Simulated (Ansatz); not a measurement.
Run report: As, geometry relaxation (part 2 of 2)

Continued. System: As (R-3m, 2 atoms in the cell). Method: DFT r2SCAN, scalar-relativistic, plane waves, PAW, no spin polarisation (Ansatz 0.2.0); cutoff 600 eV, 14×14×14 k-mesh, Gaussian smearing of 0.05 eV. It belongs to a series of runs on one base structure; here: volume 23.139 Å³/atom.

Geometry of the input (Å; fractional positions):
```
1.8862  1.0890  3.7549
-1.8862  1.0890  3.7549
0.0000  -2.1780  3.7549
As 0.2240  0.2240  0.2240
As 0.7760  0.7760  0.7760
```

The program's output, continued:
```
relax step   5: F+E_penalty+E_count = -9729.13877444 eV  Δ(F+E_penalty+E_count) = -5.902e-5 eV  max|allowed force component| = 2.029e-3 eV/Å  Δτ_max = 0.0014 Å  P = +0.670 GPa  Ω = 46.278 Å³  energy of the carried Pulay correction = +8.289e-18 eV  fix = [volume]  reactions: volume +0.670 GPa  (5 SCF iters, dr2 threshold 7.67e-8 eV, accepted)
Initial wavefunctions: pseudopotential atomic-orbital guess (no wavefunctions were taken with the density)
iter 1 solved again at ethr=2.60e-8 eV; its pass at ethr=3.10e-3 eV (dr2=7.80e-6 eV) is discarded
SCF iter   1: F=—  HF=-9729.138803 eV  |F-HF|=—  |Δ(HF+E_count)|=         —  Δρ=1.73e-5  dr2=1.86e-8  dr2_τ=3.93e-8  ethr=2.60e-8  ⟨swp⟩=2.9  Hψ=38579  notcnv=0
preconditioner: auto → Kerker (q_TF=auto, 2.538 Å⁻¹)  [metal: Δε(μ)=0.023 eV  Ē_g=10.594 eV  σ=0.050 eV  W_gap=0.25  n_scr=14 (ndim 8)  ℏωp=17.3 eV  f_vac=0.019  D(μ)=0.31/eV (n_scr^D=0)]
SCF iter   2: F=—  HF=-9729.138804 eV  |F-HF|=—  |Δ(HF+E_count)|=   9.57e-7  Δρ=9.42e-6  dr2=8.67e-9  dr2_τ=5.14e-9  ethr=6.19e-11  ⟨swp⟩=3.1  Hψ=10599  notcnv=0
SCF iter   3: F=—  HF=-9729.138804 eV  |F-HF|=—  |Δ(HF+E_count)|=   1.23e-7  Δρ=1.32e-6  dr2=1.61e-9  dr2_τ=1.85e-11  ethr=2.89e-11  ⟨swp⟩=2.0  Hψ=6919  notcnv=0
SCF iter   4: F=—  HF=-9729.138804 eV  |F-HF|=—  |Δ(HF+E_count)|=  5.20e-10  Δρ=1.08e-6  dr2=4.56e-10  dr2_τ=5.51e-11  ethr=5.36e-12  ⟨swp⟩=3.0  Hψ=9807  notcnv=0
SCF iter   5: F=-9729.138804 eV  HF=-9729.138804 eV  |F-HF|=7.09e-11  |Δ(HF+E_count)|=   1.28e-9  Δρ=1.58e-7  dr2=6.13e-12  dr2_τ=2.12e-12  ethr=1.00e-12  ⟨swp⟩=3.0  Hψ=18617  notcnv=0
SCF 6 converged in 5 iterations: F = -9729.138804 eV  dr2 = 6.13e-12
relax step   6: F+E_penalty+E_count = -9729.13880423 eV  Δ(F+E_penalty+E_count) = -2.979e-5 eV  max|allowed force component| = 2.057e-3 eV/Å  Δτ_max = 0.0000 Å  P = +0.671 GPa  Ω = 46.278 Å³  fix = [volume]  reactions: volume +0.671 GPa  stress off target by 6.46e-3 GPa on what of the cell is left free  SCF on the basis re-selected at this cell (its energy is not comparable with the rows above)  (5 SCF iters)
```

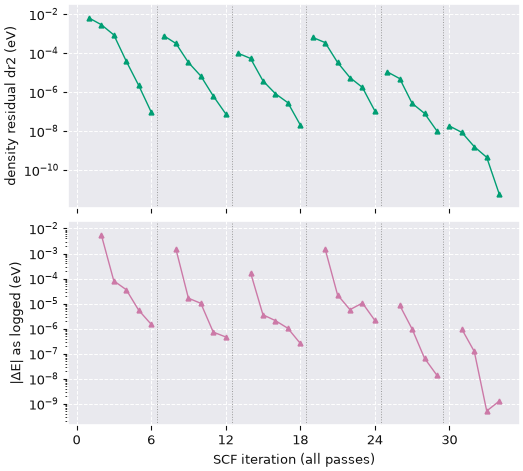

**Figure 1.** Convergence of the self-consistent field: density residual dr2 and size of the energy change against the SCF iteration. The dotted lines part the SCF passes of the relaxation: geometry steps, rejected trials and re-solves on a re-selected basis. The 6 passes take 5 to 6 iterations each, 34 in all.

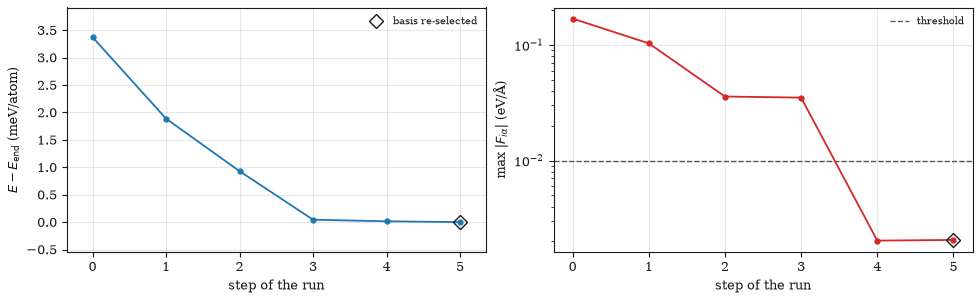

**Figure 2.** Progress of the relaxation, step by step (the first geometry is step 0 here and step 1 in the log).

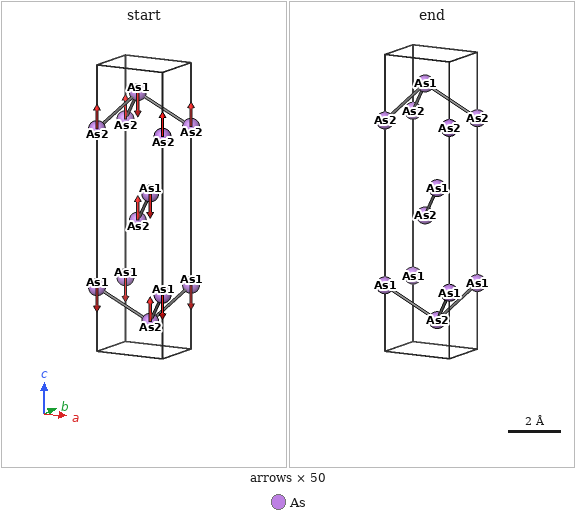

**Figure 3.** Before (left) and after (right) the relaxation, at one scale (ball-and-stick view of the cell 3 times as large as that of the calculation, set on its symmetry axes, seen slightly off an axis). The red arrows give the displacements (without the part carried along by the change of the cell), magnified 50 times. After 4 geometry steps the energy has fallen by 3.4 meV per atom. Largest force component: 0.17 eV/Å at the start, 0.0021 eV/Å at the end. Pressure: −1.14 GPa at the start and 0.67 GPa at the end. The largest moves relative to the cell, 0.020 Å, are those of As1 and As2. The drawn cell changes at constant volume: a = b 3.772 → 3.706 Å (−1.8 %), c 11.265 → 11.674 Å (+3.6 %). Among the contacts that change: As1–As2 2.533 → 2.503 Å. The space group stays R-3m (No. 166). A last SCF at the same geometry on a re-selected plane-wave basis shifts the energy by next to nothing (0.0 meV per atom). (Atoms are counted from 1 in the order of the input.)

```
basis re-selected at this cell: Δ(F+E_penalty+E_count) = -2.979e-5 eV, ΔP = +0.001 GPa vs the last step (what re-selecting the basis moved, of the pressure what is left beyond the Pulay correction that the steps carried, after the strain that the cell walked since its last selection, with what the two solves' SCF thresholds leave and, on support functions, any second-order correction that the steps lacked; it is no measure of the basis error at this ecutwfc). This SCF's stress stands 6.46e-3 GPa from its target on what of the cell is left free (relax.cell.stress_tol is 1.00e-1 GPa) and its largest allowed force component is 2.06e-3 eV/Å (relax.f_tol is 1.00e-2 eV/Å): within both
SCF converged after 5 iterations
Free energy (F): -9729.138804 eV
Harris-Foulkes:  -9729.138804 eV  (|F-HF|=7.09e-11)
Internal energy: -9729.138417 eV  (E = F + TS)
E sigma→0 (E₀):  -9729.138611 eV
Entropy (-TS):   -0.000387 eV (-0.194 meV/atom)
Fermi energy:    9.927644 eV
--- Per-component energies (eV) ---
  E_band       = -519.507992
  E_kinetic    = 204.542632
  E_local      = -3545.939708  (includes V_loc(G=0)·N_el)
  E_nonlocal   = -1340.494980
  E_hartree    = 1939.779092
  E_xc         = -148.109091
  E_vxc        = -168.515725  (∫ρ·V_xc dr)
  E_paw        = -3694.026424  (= ΣΔE_a)
  E_vpaw       = 442.407455  (= ΣTr[D̂ρ^β])
  E_aug_tail   = -0.000007  (compensation charges beyond the density's cutoff)
  E_vtau       = 8.934170  (kinetic-family band-sum trace: ∫τ·v_τ [+ j·A + Jᵃ·Aᵃ] dr)
  E_ewald      = -3141.975116
  E_core_change = -2.914816  (= ΣΔE_core)
  E_smearing   = -0.000387  (= −TS)
  E_closure    = 0.000000  (closes the sum)
  Σ components = -9729.138804   (vs F -9729.138804, Δ=0.00e0)
--- Forces (eV/Å), atoms counted from 1 ---
  atom   1  As     0.00000000     0.00000000     0.00205679
  atom   2  As    -0.00000000    -0.00000000    -0.00205679
  max |Σ_I F_I| component: 4.34e-19 eV/Å
--- Stress (GPa, compression-positive) ---
        0.667869       0.000000      -0.000000
        0.000000       0.667869       0.000000
       -0.000000      -0.000000       0.677557
  P = ⅓ Tr σ = 0.6711 GPa (6.711 kbar)
--- Band table (eV; the first three rows and the last of 288) ---
  k-point 0: bands = ["-27.5065", "-27.5065", "-27.4580", "-27.4580", "-27.4158", "-27.3808", "-27.3808", "-27.3599", "-27.3350", "-27.3350", "-5.9077", "2.9068", "6.6219", "7.7296", "7.7296", "11.1162", "12.3556", "12.3556", "17.6405"]
  k-point 1: bands = ["-27.5062", "-27.5049", "-27.4575", "-27.4567", "-27.4156", "-27.3816", "-27.3808", "-27.3610", "-27.3363", "-27.3354", "-5.8365", "2.7678", "6.6905", "7.4203", "7.6374", "11.4218", "12.2310", "12.3924", "16.9302"]
  k-point 2: bands = ["-27.5054", "-27.5003", "-27.4561", "-27.4531", "-27.4150", "-27.3839", "-27.3806", "-27.3643", "-27.3398", "-27.3366", "-5.6238", "2.3430", "6.6184", "7.1343", "7.4018", "11.4197", "12.3666", "12.4271", "16.1159"]
  k-point 287: bands = ["-27.5016", "-27.5016", "-27.4562", "-27.4562", "-27.4149", "-27.3815", "-27.3815", "-27.3602", "-27.3409", "-27.3409", "-5.1707", "-0.2632", "7.8956", "7.8956", "9.6571", "11.0921", "11.0921", "11.4280", "17.8738"]
--- Relaxed structure (5 steps of the walk, 5 accepted, 1 SCFs on fresh bases) ---
  F+E_penalty+E_count = -9729.13880423 eV   max|allowed force component| = 2.057e-3 eV/Å   (the final SCF, on the basis selected at the relaxed cell)
  cell:  # Å, volume = 46.2781 Å³
    - [1.8528665500982233, 1.0697530014716623, 3.8913157200650774]
    - [-1.8528665500982233, 1.0697530014716623, 3.8913157200650774]
    - [8.668005661144038e-18, -2.139506002943325, 3.8913157200650774]
  atoms:
    - { symbol: As, position: [0.2223179563675746, 0.2223179563675746, 0.2223179563675746] }
    - { symbol: As, position: [0.7776820436324253, 0.7776820436324253, 0.7776820436324253] }
```

Key numbers:

```json
{"quantity": "outcome", "value": "converged"}
{"quantity": "space group (tolerance 0.01 Å)", "value": "R-3m (166)"}
{"quantity": "electrons treated", "value": "30"}
{"quantity": "free energy", "value": "−9729.1388 eV"}
{"quantity": "Fermi energy", "value": "9.928 eV"}
{"quantity": "gap on the k-point mesh", "value": "none (metallic)"}
{"quantity": "pressure", "value": "0.67 GPa"}
{"quantity": "final volume", "value": "46.28 Å³"}
{"quantity": "largest force (length of the vector) at the end", "value": "0.002 eV/Å"}
{"quantity": "final cell", "value": "a = 4.441 Å, b = 4.441 Å, c = 4.441 Å, α = 49.32°, β = 49.32°, γ = 49.32°"}
{"quantity": "hardware", "value": "8 threads of an x86-64 CPU, shared host"}
{"quantity": "wall time", "value": "24 s (CPU time 2.8 min)"}
{"quantity": "peak memory", "value": "1.1 GiB"}
```
